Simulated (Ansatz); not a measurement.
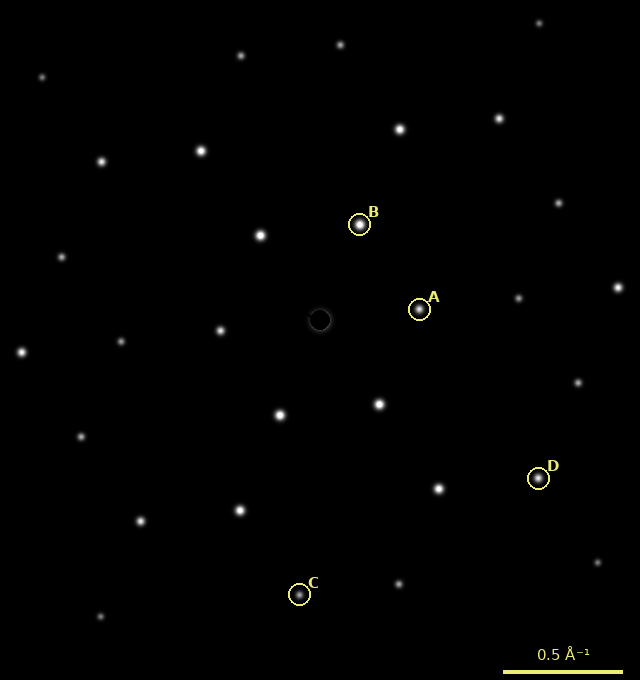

Simulated selected-area electron diffraction pattern (300 kV, kinematic approximation, thin crystal, B = 0.3 Å² for all atoms). The zone axis points towards the electron source and the pattern is seen from the source side.

Crystal: Pt, space group P6_3/mmc (No. 194), a = 2.738 Å, c = 9.132 Å (hexagonal axes). Structure: the input geometry of an electronic-structure calculation (not necessarily at equilibrium); the starting structure was generated, so it need not be a known form of this composition.

| atom | site | symmetry | x | y | z |
| --- | --- | --- | --- | --- | --- |
| Pt | 2a | -3m. | 0.0000 | 0.0000 | 0.0000 |
| Pt | 2c | -6m2 | 0.3333 | 0.6667 | 0.2500 |

Spot A is indexed 0 -1 0 and spot B 1 -1 -1.

> Index the other marked spots.

C = A − 3B = -3 2 3 (d = 0.860 Å). D = 3A − 2B = -2 -1 2 (d = 0.879 Å).

> Give [uvw].

The cross product of A and B is parallel to [101]; every spot obeys hu + kv + lw = 0.

> What are the spacings of A and B and the angle between them?

d(A) = 2.371 Å, d(B) = 2.295 Å, and the angle is 61.1°.
